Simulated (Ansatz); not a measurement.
Ta$_{12}$N: geometry relaxation (part 1 of 2)

The run: geometry relaxation of Ta$_{12}$N (slab, 13 atoms in the cell). Method and program: DFT PBE, scalar-relativistic, plane waves, PAW, PAW set soft_1, no spin polarisation (Ansatz 0.2.0).

The structure derives from an entry of the Crystallography Open Database. The input holds or restrains some coordinates. Forces given for the steps count only the free coordinates. Figures and captions count atoms from 1; the log counts them from 0 in places.

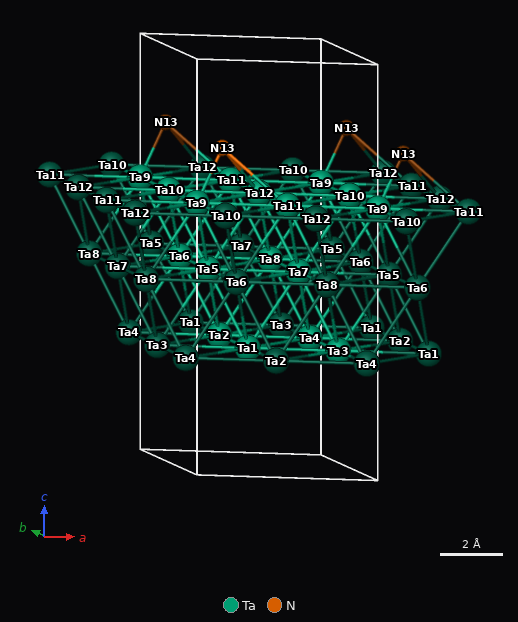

*The input geometry (ball-and-stick view of the cell of the calculation, with the vacuum cut short, seen slightly off an axis; neighbours outside the cell are drawn fainter; atoms are numbered from 1 in the order of the input). An atom can appear more than once, as a periodic image.*

Near neighbours in the periodic cell (some may lie outside the picture): Ta has 9 Ta at 2.96 to 2.99 Å; Ta has 12 Ta at 2.96 to 2.99 Å; Ta has 1 N at 1.96 to 2.88 Å and 9 Ta at 2.96 to 2.99 Å; N has 3 Ta at 1.96 to 2.88 Å.

## Input file
```yaml
crystal:
  lattice:
    - [5.9723607034, 0.0, 0.0]
    - [-2.9861803517, 5.1722160897, 0.0]
    - [0.0, 0.0, 20.3075821353]
  atoms:
    - { symbol: Ta, position: [0.3333333333, 0.1666666667, 0.1969707656] }
    - { symbol: Ta, position: [0.3333333333, 0.6666666667, 0.1969707656] }
    - { symbol: Ta, position: [0.8333333333, 0.1666666667, 0.1969707656] }
    - { symbol: Ta, position: [0.8333333333, 0.6666666667, 0.1969707656] }
    - { symbol: Ta, position: [0.1666666667, 0.3333333333, 0.3153261448] }
    - { symbol: Ta, position: [0.1666666667, 0.8333333333, 0.3153261448] }
    - { symbol: Ta, position: [0.6666666667, 0.3333333333, 0.3153261448] }
    - { symbol: Ta, position: [0.6666666667, 0.8333333333, 0.3153261448] }
    - { symbol: Ta, position: [0.0, 0.0, 0.433709049] }
    - { symbol: Ta, position: [0.0, 0.5, 0.433709049] }
    - { symbol: Ta, position: [0.5, 0.0, 0.433709049] }
    - { symbol: Ta, position: [0.5, 0.5, 0.433709049] }
    - { symbol: "N", position: [0.1666666667, 0.0833333333, 0.5203761858] }
basis:
  ecutwfc: 420
kpoints:
  mp_grid: { grid: [6, 6, 1] }
hamiltonian:
  xc: pbe
  pseudopotentials: { kind: paw, azcp: { folder: soft_1 } }
scf:
  occupations: { method: gaussian, width: 0.1 }
output:
  forces: true
  eigenvalues: true
relax:
  adjacent_minimum: "off"
  f_tol: 0.025
  max_steps: 16
  constraints:
    - { sites: [0, 1, 2, 3, 4, 5, 6, 7, 8, 9, 10, 11] }
    - { sites: [12], fix: xy }
efield:
  axis: 3
  dipole_correction: true
  ramp_width: 0.04
```

Machine: 4 threads of Arm Neoverse V2, 24 GiB of memory available, shared host.

Command:
```bash
ansatz run input.yaml --threads 4 --pin off --max-ram 12288MiB --backend cpu --events-out ev --progress --plain --runs-dir out
```

## What the program printed
```
Engine: ansatz 0.2.0, aarch64-unknown-linux-gnu
Pseudopotentials: kind: paw
Pseudopotential: Ta, paw, valence charge 13, recommended cutoff 420 eV (normal), [file]
Pseudopotential: N, paw, valence charge 5, recommended cutoff 420 eV (normal), [file]
Functional definition: PBE
  parameter kappa = 0.804
  parameter beta = 0.06672455060314922
  exchange = pbe_x(kappa = kappa, mu = beta*pi^2/3)
  correlation = pbe_c(beta = beta)
Crystal: 13 atoms, lattice volume = 627.308 Å³
Basis set: ecut = 420 eV, 12187 PW (Γ), exchange–correlation on 80×80×288 points (8 copies of the dense FFT grid, shifted against one another)
Bands: 97, of which v1, the nominal top of the filled ones, is band 81 counted from 1 (80 counted from 0)
Symmetry: 2 space group operations
Space group: Cm (ITA 8), of the structure as read, at distance tolerance 8.6e-5 Å
k-points: 13 of 36 (time reversal used)
Non-local potential: Ta, projectors of the file, l = 0: 3, l = 1: 2, l = 2: 2, l = 3: 1
Non-local potential: N, projectors of the file, l = 0: 2, l = 1: 2, l = 2: 1
PAW form: soft (Blöchl's): semilocal exchange-correlation on the pseudo side does not see the compensation charge
PAW one-centre angular grid: Ta, 590 points (default); XC on 64 Gauss nodes
PAW one-centre angular grid: N, 110 points (default); XC on 64 Gauss nodes
Initial density: superposition of atomic densities (neutral atoms: chi_scale 0, normalization atom)
Initial wavefunctions: pseudopotential atomic-orbital guess
Functional: x = pbe(κ = 0.804, μ = 0.2195149727645171), c = pbe(β = 0.06672455060314922)
SCF iter   1: F=—  HF=-119578.452243 eV  |F-HF|=—  |Δ(HF+E_count)|=         —  Δρ=4.83e-2  dr2=7.39e1  ethr=3.10e-3  p=-0.000 e·Å  D=-1.13e-6 V/Å  ΔV_dip=0.00 eV  dr2_dipole=8.89e0  V_vac-E_F(+/−)=7.01/7.01 eV  ⟨swp⟩=9.0  Hψ=5928  notcnv=0
efield: sawtooth ramp at fractional position 0.8387 (placed from the atoms, in the widest stretch of the axis that holds none; the zero of the levels goes with the place), width 0.0400; the density the first Hamiltonian is built on has a dipole p = -0.000 e·Å; the dipole correction subtracts the counter field D = -1.13e-6 V/Å, which shifts the + side's vacuum level by +0.00 eV against the − side's; the planar-averaged density in the ramp window peaks in size at 5.0e-6 e/Å³
preconditioner: auto → LDOS  [metal: Δε(μ)=0.024 eV  Ē_g=4.054 eV  σ=0.100 eV  W_gap=0.14  n_scr=98 (ndim 8)  ℏωp=12.0 eV  f_vac=0.527  D(μ)=12.19/eV (n_scr^D=66)  β→1.0]
SCF iter   2: F=—  HF=-119578.280233 eV  |F-HF|=—  |Δ(HF+E_count)|=   1.72e-1  Δρ=6.87e-2  dr2=1.11e2  ethr=3.10e-3  p=-0.523 e·Å  D=-1.51e-1 V/Å  ΔV_dip=3.07 eV  dr2_dipole=3.98e1  V_vac-E_F(+/−)=5.76/2.69 eV  ⟨swp⟩=4.8  Hψ=3301  notcnv=0  defer=61
SCF iter   3: F=—  HF=-119570.772088 eV  |F-HF|=—  |Δ(HF+E_count)|=    7.51e0  Δρ=1.16e-2  dr2=1.42e0  ethr=3.10e-3  p=-0.122 e·Å  D=-3.51e-2 V/Å  ΔV_dip=0.71 eV  dr2_dipole=3.79e-3  V_vac-E_F(+/−)=5.79/5.07 eV  ⟨swp⟩=3.8  Hψ=3096  notcnv=0  defer=69
SCF iter   4: F=—  HF=-119570.694293 eV  |F-HF|=—  |Δ(HF+E_count)|=   7.78e-2  Δρ=4.09e-3  dr2=1.61e-1  ethr=8.83e-4  p=-0.172 e·Å  D=-4.95e-2 V/Å  ΔV_dip=1.01 eV  dr2_dipole=2.44e-2  V_vac-E_F(+/−)=5.87/4.86 eV  ⟨swp⟩=2.3  Hψ=1784  notcnv=0  defer=69
SCF iter   5: F=—  HF=-119570.705580 eV  |F-HF|=—  |Δ(HF+E_count)|=   1.13e-2  Δρ=2.18e-3  dr2=6.66e-2  ethr=9.98e-5  p=-0.206 e·Å  D=-5.94e-2 V/Å  ΔV_dip=1.21 eV  dr2_dipole=1.42e-2  V_vac-E_F(+/−)=5.92/4.72 eV  ⟨swp⟩=2.5  Hψ=1936  notcnv=0  defer=65
SCF iter   6: F=—  HF=-119570.700275 eV  |F-HF|=—  |Δ(HF+E_count)|=   5.31e-3  Δρ=9.32e-4  dr2=1.36e-2  ethr=4.14e-5  p=-0.204 e·Å  D=-5.90e-2 V/Å  ΔV_dip=1.20 eV  dr2_dipole=1.76e-3  V_vac-E_F(+/−)=5.89/4.69 eV  ⟨swp⟩=2.0  Hψ=1639  notcnv=0  defer=65
SCF iter   7: F=—  HF=-119570.700051 eV  |F-HF|=—  |Δ(HF+E_count)|=   2.24e-4  Δρ=3.16e-4  dr2=9.07e-4  ethr=8.46e-6  p=-0.201 e·Å  D=-5.80e-2 V/Å  ΔV_dip=1.18 eV  dr2_dipole=6.43e-6  V_vac-E_F(+/−)=5.84/4.66 eV  ⟨swp⟩=2.3  Hψ=1636  notcnv=0  defer=65
SCF iter   8: F=—  HF=-119570.699981 eV  |F-HF|=—  |Δ(HF+E_count)|=   7.05e-5  Δρ=1.10e-4  dr2=1.32e-4  ethr=5.63e-7  p=-0.201 e·Å  D=-5.80e-2 V/Å  ΔV_dip=1.18 eV  dr2_dipole=1.27e-5  V_vac-E_F(+/−)=5.83/4.65 eV  ⟨swp⟩=2.9  Hψ=2127  notcnv=0  defer=65
SCF iter   9: F=-119570.699971 eV  HF=-119570.699975 eV  |F-HF|=3.19e-6  |Δ(HF+E_count)|=   5.87e-6  Δρ=3.74e-5  dr2=1.20e-5  ethr=9.70e-9  p=-0.202 e·Å  D=-5.83e-2 V/Å  ΔV_dip=1.18 eV  dr2_dipole=2.00e-6  V_vac-E_F(+/−)=5.83/4.65 eV  ⟨swp⟩=17.2  Hψ=7325  notcnv=0
SCF 1 converged in 9 iterations: F = -119570.699971 eV  dr2 = 1.20e-5
  greatest PAW one-centre occupation: 0.999 electrons in one spin orbital (limit 2), on the Ta atom at site 6 (counted from 0), in its partial waves of l = 0
relax step   1: F+E_penalty+E_count = -119570.69997146 eV  Δ(F+E_penalty+E_count) = +0.000e0 eV  max|allowed force component| = 3.883e0 eV/Å  Δτ_max = 0.0000 Å  (9 SCF iters, dr2 threshold 1.56e-5 eV, accepted)
Initial density: handed on by an earlier stage of this run
Initial wavefunctions: those handed on with the density
iter 1 solved again at ethr=2.63e-4 eV; its pass at ethr=3.10e-3 eV (dr2=4.23e-1 eV) is discarded
SCF iter   1: F=—  HF=-119571.190684 eV  |F-HF|=—  |Δ(HF+E_count)|=         —  Δρ=8.99e-3  dr2=4.51e-1  ethr=2.63e-4  p=-0.202 e·Å  D=-5.83e-2 V/Å  ΔV_dip=1.18 eV  dr2_dipole=1.07e-2  V_vac-E_F(+/−)=5.84/4.65 eV  ⟨swp⟩=2.0  Hψ=3910  notcnv=0  defer=62
efield: sawtooth ramp at fractional position 0.8387 (handed on by an earlier solve), width 0.0400; the density the first Hamiltonian is built on has a dipole p = -0.202 e·Å; the dipole correction subtracts the counter field D = -5.83e-2 V/Å, which shifts the + side's vacuum level by +1.18 eV against the − side's; the planar-averaged density in the ramp window peaks in size at 7.2e-6 e/Å³
preconditioner: auto → LDOS  [metal: Δε(μ)=0.010 eV  Ē_g=3.666 eV  σ=0.100 eV  W_gap=0.05  n_scr=98 (ndim 8)  ℏωp=12.0 eV  f_vac=0.540  D(μ)=18.76/eV (n_scr^D=134)  β→1.0]
SCF iter   2: F=—  HF=-119571.146415 eV  |F-HF|=—  |Δ(HF+E_count)|=   4.43e-2  Δρ=4.39e-3  dr2=1.74e-1  ethr=2.63e-4  p=-0.127 e·Å  D=-3.66e-2 V/Å  ΔV_dip=0.74 eV  dr2_dipole=9.96e-4  V_vac-E_F(+/−)=5.39/4.65 eV  ⟨swp⟩=3.0  Hψ=2487  notcnv=0  defer=62
SCF iter   3: F=—  HF=-119571.118416 eV  |F-HF|=—  |Δ(HF+E_count)|=   2.80e-2  Δρ=9.79e-4  dr2=8.73e-3  ethr=1.08e-4  p=-0.146 e·Å  D=-4.20e-2 V/Å  ΔV_dip=0.85 eV  dr2_dipole=4.92e-4  V_vac-E_F(+/−)=5.50/4.65 eV  ⟨swp⟩=2.0  Hψ=1941  notcnv=0  defer=63
SCF iter   4: F=—  HF=-119571.117554 eV  |F-HF|=—  |Δ(HF+E_count)|=   8.63e-4  Δρ=1.91e-4  dr2=4.77e-4  ethr=5.42e-6  p=-0.145 e·Å  D=-4.17e-2 V/Å  ΔV_dip=0.85 eV  dr2_dipole=3.18e-5  V_vac-E_F(+/−)=5.50/4.65 eV  ⟨swp⟩=3.0  Hψ=2038  notcnv=0  defer=63
SCF iter   5: F=-119571.117546 eV  HF=-119571.117543 eV  |F-HF|=2.65e-6  |Δ(HF+E_count)|=   1.06e-5  Δρ=4.24e-5  dr2=1.52e-5  ethr=6.21e-8  p=-0.144 e·Å  D=-4.15e-2 V/Å  ΔV_dip=0.84 eV  dr2_dipole=1.76e-6  V_vac-E_F(+/−)=5.49/4.65 eV  ⟨swp⟩=15.3  Hψ=6100  notcnv=0
SCF 2 converged in 5 iterations: F = -119571.117546 eV  dr2 = 1.52e-5
relax step   2: F+E_penalty+E_count = -119571.11754571 eV  Δ(F+E_penalty+E_count) = -4.176e-1 eV  max|allowed force component| = 1.266e-1 eV/Å  Δτ_max = 0.1947 Å  (5 SCF iters, dr2 threshold 1.00e-4 eV, accepted)
SCF iter   1: F=—  HF=-119571.117337 eV  |F-HF|=—  |Δ(HF+E_count)|=         —  Δρ=2.21e-4  dr2=2.58e-4  ethr=1.69e-6  p=-0.144 e·Å  D=-4.15e-2 V/Å  ΔV_dip=0.84 eV  dr2_dipole=1.14e-8  V_vac-E_F(+/−)=5.49/4.65 eV  ⟨swp⟩=2.0  Hψ=2026  notcnv=0
efield: sawtooth ramp at fractional position 0.8387 (handed on by an earlier solve), width 0.0400; the density the first Hamiltonian is built on has a dipole p = -0.144 e·Å; the dipole correction subtracts the counter field D = -4.15e-2 V/Å, which shifts the + side's vacuum level by +0.84 eV against the − side's; the planar-averaged density in the ramp window peaks in size at 7.4e-6 e/Å³
preconditioner: auto → LDOS  [metal: Δε(μ)=0.009 eV  Ē_g=3.632 eV  σ=0.100 eV  W_gap=0.05  n_scr=98 (ndim 8)  ℏωp=12.0 eV  f_vac=0.540  D(μ)=18.66/eV (n_scr^D=134)  β→1.0]
SCF iter   2: F=—  HF=-119571.117837 eV  |F-HF|=—  |Δ(HF+E_count)|=   5.00e-4  Δρ=9.84e-5  dr2=9.66e-5  ethr=1.60e-7  p=-0.146 e·Å  D=-4.21e-2 V/Å  ΔV_dip=0.85 eV  dr2_dipole=4.75e-7  V_vac-E_F(+/−)=5.50/4.65 eV  ⟨swp⟩=3.0  Hψ=2634  notcnv=0
SCF iter   3: F=—  HF=-119571.117823 eV  |F-HF|=—  |Δ(HF+E_count)|=   1.45e-5  Δρ=1.61e-5  dr2=1.97e-6  ethr=6.00e-8  p=-0.145 e·Å  D=-4.19e-2 V/Å  ΔV_dip=0.85 eV  dr2_dipole=9.41e-11  V_vac-E_F(+/−)=5.50/4.65 eV  ⟨swp⟩=2.1  Hψ=1760  notcnv=0
SCF iter   4: F=-119571.117823 eV  HF=-119571.117823 eV  |F-HF|=2.75e-8  |Δ(HF+E_count)|=   1.93e-7  Δρ=5.36e-6  dr2=2.47e-7  ethr=6.22e-10  p=-0.145 e·Å  D=-4.19e-2 V/Å  ΔV_dip=0.85 eV  dr2_dipole=3.68e-9  V_vac-E_F(+/−)=5.50/4.65 eV  ⟨swp⟩=11.4  Hψ=5400  notcnv=0
SCF 3 converged in 4 iterations: F = -119571.117823 eV  dr2 = 2.47e-7
relax step   3: F+E_penalty+E_count = -119571.11782277 eV  Δ(F+E_penalty+E_count) = -2.771e-4 eV  max|allowed force component| = 1.390e-2 eV/Å  Δτ_max = 0.0048 Å  (4 SCF iters, dr2 threshold 1.00e-6 eV, accepted)
iter 1 solved again at ethr=1.55e-10 eV; its pass at ethr=3.10e-3 eV (dr2=2.49e-7 eV) is discarded
SCF iter   1: F=—  HF=-119571.117825 eV  |F-HF|=—  |Δ(HF+E_count)|=         —  Δρ=5.37e-6  dr2=2.49e-7  ethr=1.55e-10  p=-0.145 e·Å  D=-4.19e-2 V/Å  ΔV_dip=0.85 eV  dr2_dipole=3.34e-9  V_vac-E_F(+/−)=5.50/4.65 eV  ⟨swp⟩=1.2  Hψ=3020  notcnv=0
efield: sawtooth ramp at fractional position 0.8387 (handed on by an earlier solve), width 0.0400; the density the first Hamiltonian is built on has a dipole p = -0.145 e·Å; the dipole correction subtracts the counter field D = -4.19e-2 V/Å, which shifts the + side's vacuum level by +0.85 eV against the − side's; the planar-averaged density in the ramp window peaks in size at 7.4e-6 e/Å³
preconditioner: auto → LDOS  [metal: Δε(μ)=0.009 eV  Ē_g=3.633 eV  σ=0.100 eV  W_gap=0.05  n_scr=98 (ndim 8)  ℏωp=12.0 eV  f_vac=0.540  D(μ)=18.66/eV (n_scr^D=134)  β→1.0]
SCF iter   2: F=—  HF=-119571.117823 eV  |F-HF|=—  |Δ(HF+E_count)|=   2.26e-6  Δρ=4.72e-6  dr2=2.51e-7  ethr=1.55e-10  p=-0.145 e·Å  D=-4.20e-2 V/Å  ΔV_dip=0.85 eV  dr2_dipole=2.31e-10  V_vac-E_F(+/−)=5.50/4.65 eV  ⟨swp⟩=2.3  Hψ=2109  notcnv=0
SCF iter   3: F=-119571.117823 eV  HF=-119571.117823 eV  |F-HF|=9.71e-9  |Δ(HF+E_count)|=   7.10e-8  Δρ=8.95e-7  dr2=6.55e-9  ethr=6.21e-11  p=-0.145 e·Å  D=-4.20e-2 V/Å  ΔV_dip=0.85 eV  dr2_dipole=6.89e-11  V_vac-E_F(+/−)=5.50/4.65 eV  ⟨swp⟩=3.2  Hψ=4332  notcnv=0
SCF 4 converged in 3 iterations: F = -119571.117823 eV  dr2 = 6.55e-9
relax step   4: F+E_penalty+E_count = -119571.11782292 eV  Δ(F+E_penalty+E_count) = -1.538e-7 eV  max|allowed force component| = 1.374e-2 eV/Å  Δτ_max = 0.0000 Å  (3 SCF iters, accepted)
```

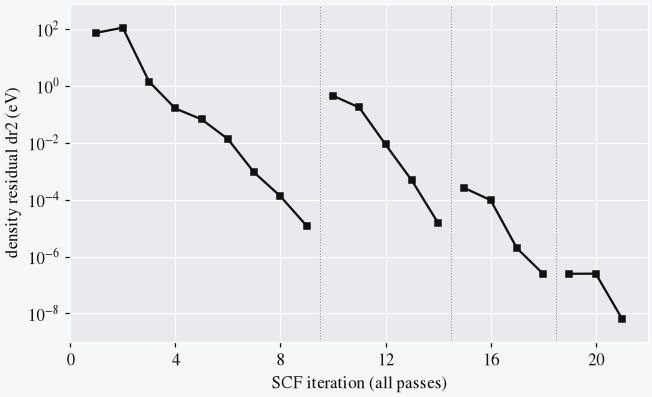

*Convergence of the self-consistent field: density residual dr2 against the SCF iteration. The dotted lines part the SCF passes of the relaxation: geometry steps, rejected trials and re-solves on a re-selected basis.*

The passes take 9, 5, 4 and 3 iterations.

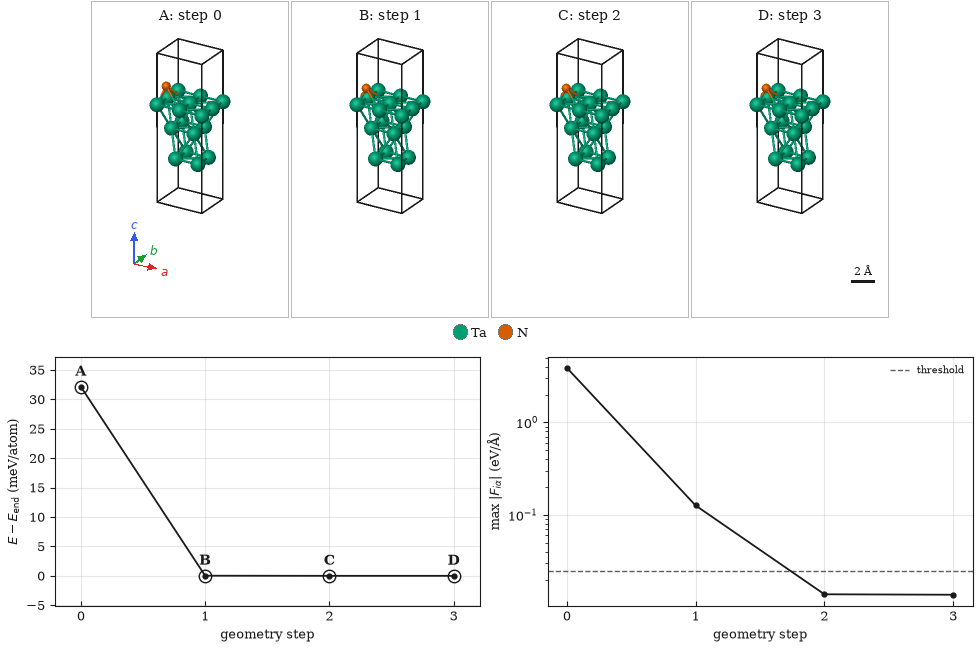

*Frames of the restrained relaxation (ball-and-stick view of the cell of the calculation, with the vacuum cut short, seen slightly off an axis) above the curves, on which the letters mark them (the first geometry is step 0 here and step 1 in the log).*

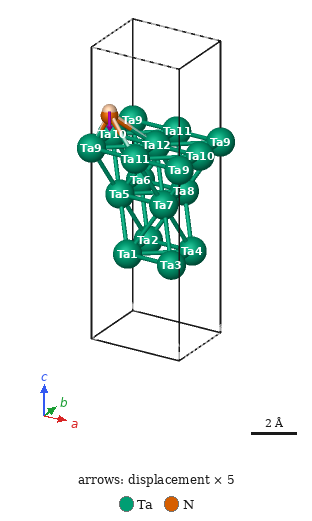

*Start (faint) and end (solid) with the displacements as pink arrows, magnified 5 times (ball-and-stick view of the cell of the calculation, with the vacuum cut short, seen slightly off an axis).*

Over 3 geometry steps the energy falls by 32.1 meV per atom. The largest force component goes from 3.9 to 0.014 eV/Å. The largest move is that of N13, 0.19 Å. Ta stays in place. The lattice vectors keep their values. Among the contacts that change: Ta9–N13 1.960 → 1.791 Å, Ta11–N13 2.881 → 2.769 Å. Among the angles that change: Ta9–N13–Ta11 73.4° → 78.6°, Ta11–N13–Ta12 62.4° → 65.3°. (Atoms are counted from 1 in the order of the input.)
